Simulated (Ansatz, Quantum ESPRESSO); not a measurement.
# LiF, rock salt type, strained in the (001) plane: the peak of the slowest decay at Γ at a withheld member of a series

**Set-up.** Quantum ESPRESSO 7.5, PBE, GBRV ultrasoft. The cubic cell is relaxed first; each member is held at its strain in the plane while the axis along [001] relaxes. pwcond (ikind = 0) gives the complex bands along [001] at three points across. Fixed occupations. The series steps biaxial strain in the plane.

| biaxial strain in the plane | peak of the slowest decay at Γ (1/Å) |
| --- | --- |
| -4 % | 0.7960 |
| -3 % | 0.8180 |
| -2 % | 0.8410 |
| 0 % | 0.8850 |
| 1 % | 0.9080 |
| 2 % | 0.9310 |
| 3 % | 0.9550 |
| 4 % | 0.9800 |

One more run was made and is withheld. What is the peak of the slowest decay at Γ at −1 %?

**Fit.** The rows at -2 % and 0 % give a slope of (0.8850 − (0.8410))/(0 − (−2)) = 0.022, so a straight line gives 0.8630 1/Å. A parabola through these and the row at -3 % gives 0.8633 1/Å.

**The withheld run.** 0.8630 1/Å. The line misses by 0.0000 and the parabola by +0.0003 1/Å. Both misses are under 5 % of the step from the nearer row.

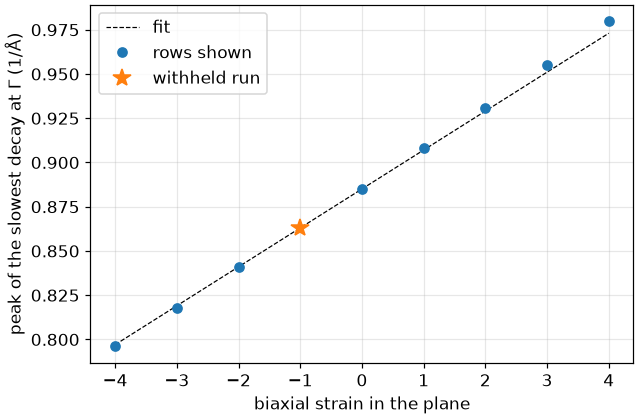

The rows shown, the fit and the withheld run.

**Limits.** Atoms keep their symmetric sites, so polar or tilted distortions are left out; semilocal gaps and decay constants are too small; no spin-orbit coupling; three points across.
